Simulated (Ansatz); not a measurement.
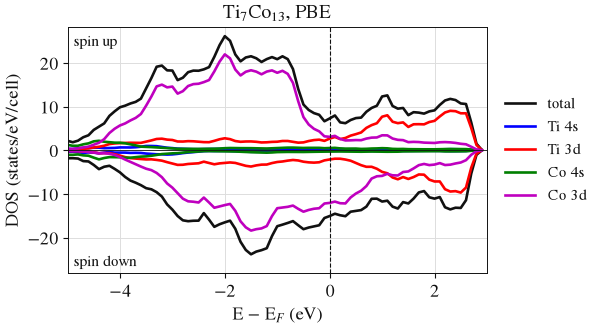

Density of states. Energies are counted from the Fermi level. The partial curves are projected on Löwdin-orthogonalised atomic shells. Spin-down states are drawn negative.

This input was run:

```
crystal:
  lattice:
    - [-5.013082, 3.813678, 1.991041]
    - [5.012745, 3.811166, -1.987027]
    - [-1.628482, -3.815348, -5.842148]
  atoms:
    - { symbol: Ti, position: [0.1196365503, 0.0250088964, 0.6793838993] }
    - { symbol: Ti, position: [0.6407003609, 0.2079037123, 0.8122461449] }
    - { symbol: Ti, position: [0.344477486, 0.4414799322, 0.3228091693] }
    - { symbol: Ti, position: [0.394865926, 0.8296556288, 0.1909339346] }
    - { symbol: Ti, position: [0.9641193543, 0.9639702369, 0.000904671] }
    - { symbol: Ti, position: [0.780359768, 0.2817591788, 0.5012378894] }
    - { symbol: Ti, position: [0.5377580566, 0.5376655141, 0.0024801657] }
    - { symbol: Co, position: [0.0961303933, 0.3447157304, 0.9261681692], spin: 3.0 }
    - { symbol: Co, position: [0.0898408273, 0.6628249253, 0.7944292652], spin: 3.0 }
    - { symbol: Co, position: [0.5225850698, 0.8602184533, 0.8872206209], spin: 3.0 }
    - { symbol: Co, position: [0.2214289673, 0.4019296778, 0.6104979303], spin: 3.0 }
    - { symbol: Co, position: [0.2235022352, 0.7243224006, 0.5026066967], spin: 3.0 }
    - { symbol: Co, position: [0.6648636122, 0.5681441859, 0.7042251416], spin: 3.0 }
    - { symbol: Co, position: [0.6752374561, 0.8999456131, 0.5859893961], spin: 3.0 }
    - { symbol: Co, position: [0.3148092731, 0.0917827028, 0.4170372126], spin: 3.0 }
    - { symbol: Co, position: [0.7929544168, 0.6139851178, 0.3934319457], spin: 3.0 }
    - { symbol: Co, position: [0.8645365381, 0.9633216124, 0.2981684708], spin: 3.0 }
    - { symbol: Co, position: [0.4193492308, 0.170394554, 0.0763593899], spin: 3.0 }
    - { symbol: Co, position: [0.8689851286, 0.296645712, 0.2082038943], spin: 3.0 }
    - { symbol: Co, position: [0.9738347677, 0.6384129695, 0.1167313804], spin: 3.0 }
basis:
  ecutwfc: 420
kpoints:
  mp_grid: { grid: [3, 3, 4] }
hamiltonian:
  xc: pbe
scf:
  occupations: { method: gaussian, width: 0.1 }
  lower_state_search: "off"
  n_extra_bands: 29
output:
  forces: true
  stress: true
  eigenvalues: true
  populations: true
  dos:
    method: { smearing: { sigma: 0.1, scheme: gaussian } }
    projected: true
    de: 0.02
magnetization:
  spin_polarized: true
```

Run as:
```bash
ansatz run input.yaml --threads 4 --pin off --max-ram 9216MiB --backend cpu --events-out ev --progress --plain --runs-dir out
```

**Metal or insulator, and how many states lie at the Fermi level?**

It is a metal. The density of states at the Fermi level is about 23 per eV and cell (mean within 0.25 eV), or 1.1 per atom.

**What carries the states at the Fermi level?**

By projected weight, the states within 0.3 eV of the Fermi level are Co 3d (70 %) and Ti 3d (20 %).

**Where is the centre of the Co 3d band?**

Over the range shown, the centre of the Co 3d weight lies 1.4 eV below the Fermi level, and about 80 % of the shell is filled.

The k mesh is coarse for this system.
